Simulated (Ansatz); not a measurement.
```xyz
2
Lattice="3.3113 0.0000 0.0000 0.0000 3.3113 0.0000 0.0000 0.0000 3.3113" Properties=species:S:1:pos:R:3 pbc="T T T"
Ag    0.0000    0.0000    0.0000
Ag    1.6557    1.6557    1.6557
```

Space group Im-3m; the calculation finds a residual pressure of about −7 GPa at this fixed cell. This isn't the usual form at ambient conditions. The cell comes from a database of computed structures, not from a measurement.

Method: DFT PBEsol, scalar-relativistic, plane waves, PAW (Ansatz 0.2.0).

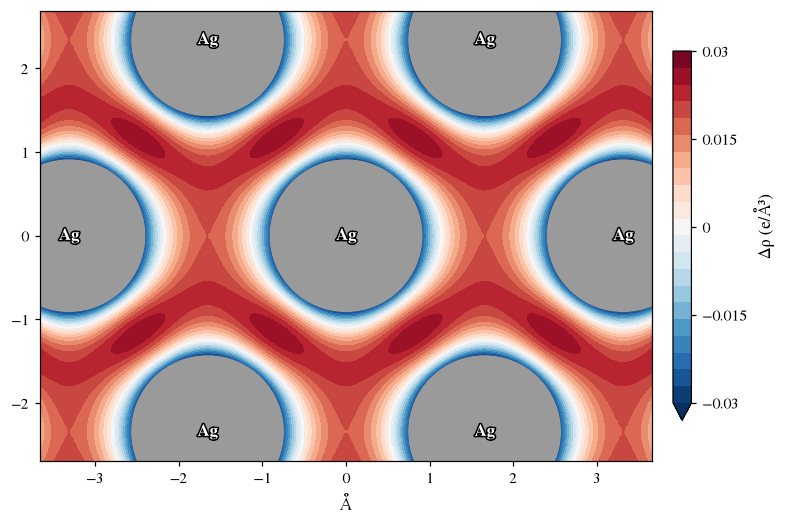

Ag. Bonding charge density, ρ(crystal) − Σ ρ(neutral atoms): a map on the (110) plane of the conventional cell, with grey discs over the atomic cores. Cores are masked to 0.9 Å (Ag).

Core electrons are frozen (PAW), so the fields are smoothed inside the atomic spheres.

Question: Where does charge go when the atoms form this crystal?

Answer: Ag–Ag (2.87 Å): Δρ is +0.03 e/Å³ at the midpoint.
- Over the whole cell, outside the masked cores, the largest gain, 0.03 e/Å³, lies 1.4 Å from a silver nucleus, and the largest loss lies at the edge of the masked core of Ag.
- The rearranged charge, half the integral of |Δρ|, is about 0.21 e an atom.
